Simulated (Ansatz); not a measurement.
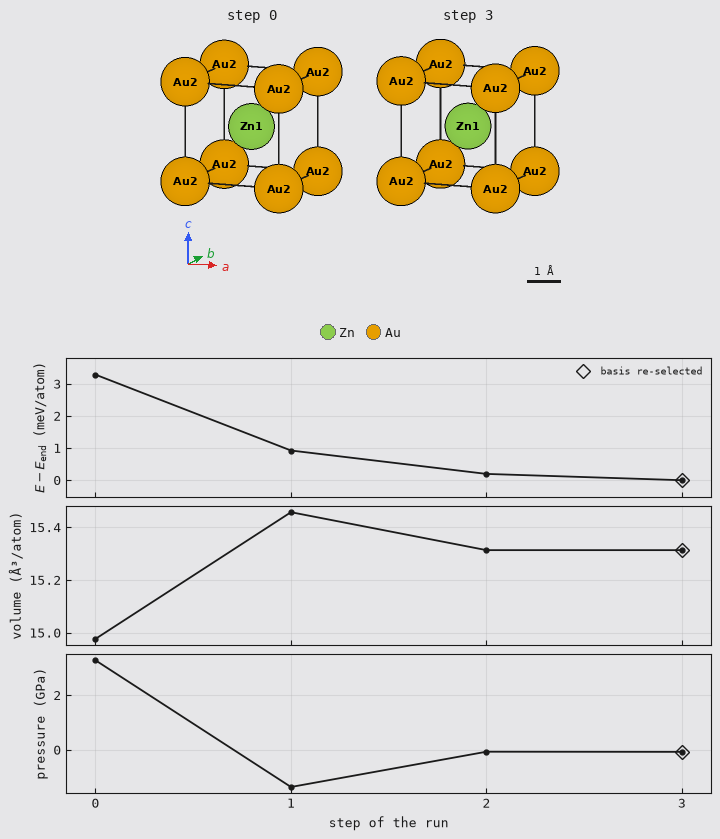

First and last geometry of a relaxation of crystalline ZnAu (a generated structure, set up in Pm-3m), with the history of the run. The picture is a spheres-only view of the cell of the calculation, seen slightly off an axis.

Case: Mg → Zn on all its sites, cell and atoms relaxed.

Computed with DFT PBEsol, scalar-relativistic, plane waves, PAW (Ansatz).

Input file:
```yaml
crystal:
  lattice:
    - [3.1056434638, 0.0, 0.0]
    - [0.0, 3.1056434638, 0.0]
    - [0.0, 0.0, 3.1056434638]
  atoms:
    - { symbol: Zn, position: [0.5, 0.5, 0.5] }
    - { symbol: Au, position: [0.0, 0.0, 0.0] }
basis:
  ecutwfc: 420
kpoints:
  mp_grid: { grid: [14, 14, 14] }
hamiltonian:
  xc: pbesol
scf:
  occupations: { method: gaussian, width: 0.1 }
output:
  forces: true
  stress: true
  eigenvalues: true
relax:
  adjacent_minimum: "off"
  f_tol: 0.01
  max_steps: 60
  cell: { stress_tol: 0.1 }
```

Run as
```bash
ansatz run input.yaml --threads 1 --pin off --max-ram 2560MiB --backend cpu --events-out ev --progress --plain --runs-dir out
```

Question: What do the curves and the structures tell?

Answer: It converged. The atoms keep their places relative to the cell (all moves are under 0.005 Å). The drawn cell changes as follows: a = b = c 3.106 → 3.129 Å (+0.7 %); the volume changes by +2.2 %. Near-neighbour distances that change, for instance: Zn1–Au2 2.690 → 2.710 Å. The space group stays Pm-3m (No. 221). Over 2 accepted moves (3 points after the start) the energy falls by 3.3 meV per atom. All forces vanish by symmetry, so only the cell relaxes. The pressure goes from 3.28 to −0.07 GPa. At 1 point the geometry stayed and the basis and grid were re-selected for the new cell (energy shift of 0.2 meV per atom at most each time).
